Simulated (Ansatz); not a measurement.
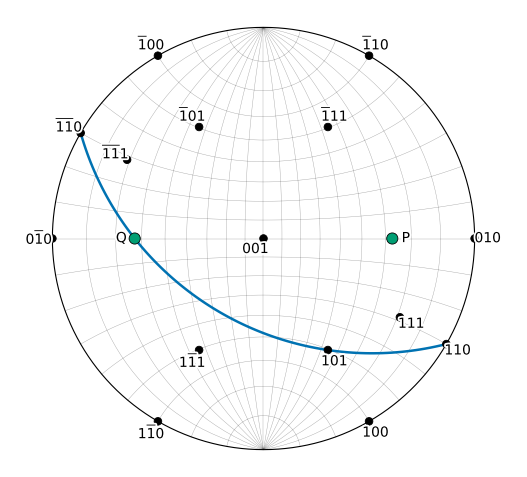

For Si, the input geometry of an electronic-structure calculation (not necessarily at equilibrium); the starting structure was generated, so it need not be a known form of this composition: stereographic projection of plane normals (upper hemisphere) centred on (0 0 1). Geometry calculated from the standardised cell; symmetry tolerance 0.002 Å.

a = 2.678 Å, b = 2.678 Å, c = 4.506 Å, α = 90.00°, β = 90.00°, γ = 120.00°.

**Index the poles marked P, Q.**

P is (0 1 1), in four indices (0 1 −1 1), 62.8° from the centre; Q is (0 −1 1), in four indices (0 −1 1 1), 62.8° from the centre.

**Which zone does the coloured great circle trace?**

The zone [1 −1 −1]: its poles satisfy h − k − l = 0.

**What is the angle between the normals of (1 0 1) and (1 −1 1), and what are their d_hkl = 1/|g|?**

52.8°; d = 2.062 Å and 2.062 Å.
